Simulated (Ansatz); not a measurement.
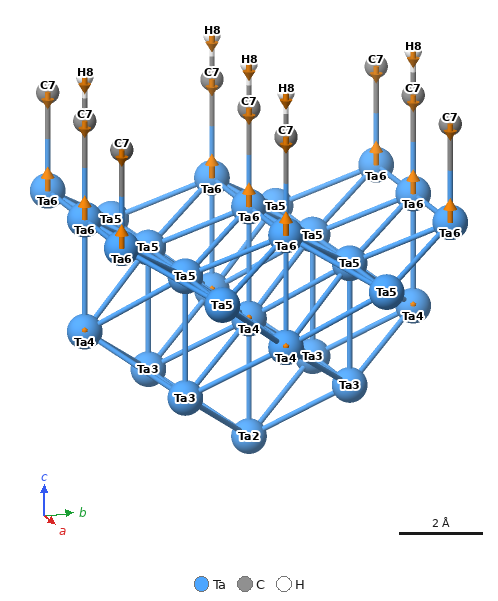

This is a constrained relaxation of a slab of composition Ta6HC (cut from the Fm-3m phase). The starting structure is drawn; orange arrows show the displacements, 2 times their true length.

A ball-and-stick model of the atoms within 5.8 Å of the atom that moves most (axes of the 3 × 2 repeat of the cell, outlined in the plane, without the vacuum), seen slightly off an axis.

Case: CH put at a top Ta site. The slab is the (1 1 0) face of Ta with CH on it. 3 atoms are held fixed.

These are results of DFT PBEsol, scalar-relativistic, plane waves, PAW in Ansatz, not measurements. Settings: plane-wave cutoff 420 eV; k-point mesh 10 × 7 × 1; occupations gaussian; smearing width 0.1 eV; no spin polarisation; dipole correction; atoms relaxed in a fixed cell; force threshold 0.03 eV/Å; at most 70 steps.

Question: What happened in the run?

Answer: The atom that moves furthest is Ta6 (0.31 Å along the normal (+c)). Largest moves by element: Ta 0.31 Å, H 0.21 Å, C 0.21 Å. The cell doesn't change. Some distances before and after: Ta6–C7 2.460 → 1.941 Å, Ta4–Ta6 2.801 → 3.052 Å, Ta5–Ta6 2.833 → 2.958 Å, Ta2–Ta4 2.937 → 2.992 Å. The energy falls by 1.486 eV per cell of the calculation in 5 accepted moves (6 points after the start). The largest force component goes from 4.3 to 0.0085 eV/Å. 1 step only repeated the SCF at the same geometry. Cost: 64 s on 2 threads of Intel(R) Xeon(R) 6975P-C (Granite Rapids) (shared host), peak memory 0.79 GiB.

Limits of the set-up: the periodic images lie only 3.0 Å apart, so the values are limited by the cell's size.
